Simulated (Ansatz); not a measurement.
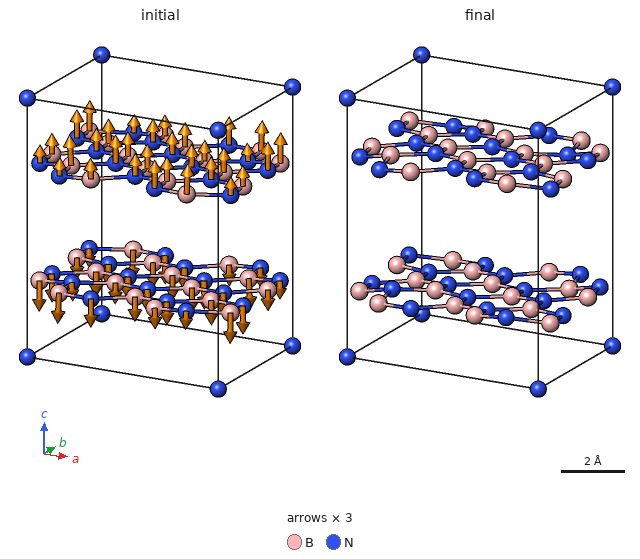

The structure of a defect cell of composition B24N25 (cell charge −2) before (left) and after (right) a relaxation, at one scale. The orange arrows give the displacements, magnified 3 times.

Style: ball-and-stick. Shown: the cell of the calculation, reduced to other axes, slightly off an axis. Lengths and directions refer to the drawn axes.

Case: N interstitial, charge -2, atoms relaxed at the host's cell.

The calculation used DFT PBE, scalar-relativistic, plane waves, PAW in Ansatz 0.2.0. Set-up: plane-wave cutoff 420 eV; k-point mesh 2 × 2 × 2; occupations gaussian; smearing width 0.01 eV; collinear spin; atoms relaxed in a fixed cell; force threshold 0.025 eV/Å; at most 45 steps.

### Describe what moved and what it gained.

The energy falls by 0.351 eV per cell of the calculation in 5 geometry steps. The largest force component goes from 0.7 to 0.0044 eV/Å. The largest moves, 0.34 Å, are those of B atoms. Largest moves by element: B 0.34 Å, N 0.31 Å. The lattice vectors keep their values. Among the contacts that change: B–N 1.460 → 1.477 Å, B–N 1.437 → 1.421 Å, B–N 1.455 → 1.460 Å. Bond angles that change, for instance: B–N–B 118.2° → 114.2°.

Limits of the set-up: the periodic images lie only 8.3 Å apart, so the values are limited by the cell's size; the cell is charged, on a uniform background, and energies carry no finite-size correction.
